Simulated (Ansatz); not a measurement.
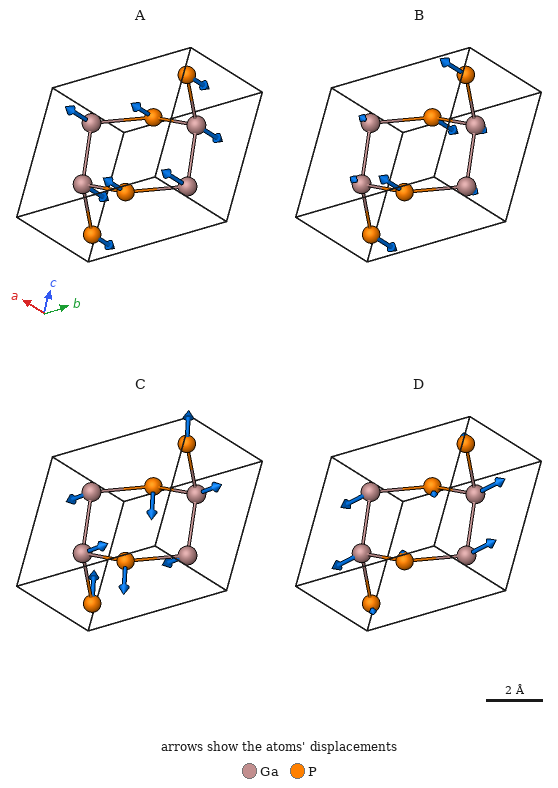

Four modes of a crystal of GaP at the zone centre of a doubled cell, in no order. The blue arrows are the displacements of the atoms (eigenvector over the root of the mass), of arbitrary overall length and sign. The picture is a ball-and-stick view of the cell of the calculation, seen from a free direction.

Level of theory: Ansatz, DFT PBE, scalar-relativistic, plane waves, PAW. Settings: plane-wave cutoff 420 eV; k-point mesh 8 × 4 × 8; occupations gaussian; smearing width 0.05 eV; no spin polarisation.

Frequencies are those without the non-analytic (LO–TO) term.

### Rank the modes by frequency, softest first.

A (96 cm⁻¹), C (148 cm⁻¹), D (187 cm⁻¹), B (344 cm⁻¹). A, non-degenerate: All motion is along a of the drawn cell; atoms of one kind move against one another, with no net shift of any sublattice; it mainly bends the Ga–Ga, Ga–P, P–P bonds; the kinetic energy is shared as Ga 76 %, P 24 %. C, non-degenerate: Atoms of one kind move against one another, with no net shift of any sublattice; it mainly bends the Ga–Ga, Ga–P, P–P bonds; the kinetic energy is shared as Ga 61 %, P 39 %. D, non-degenerate: Atoms of one kind move against one another, with no net shift of any sublattice; the kinetic energy is shared as Ga 97 %, P 3 %. B, non-degenerate: All motion is along a of the drawn cell; atoms of one kind move against one another, with no net shift of any sublattice; the kinetic energy is shared as P 82 %, Ga 18 %.
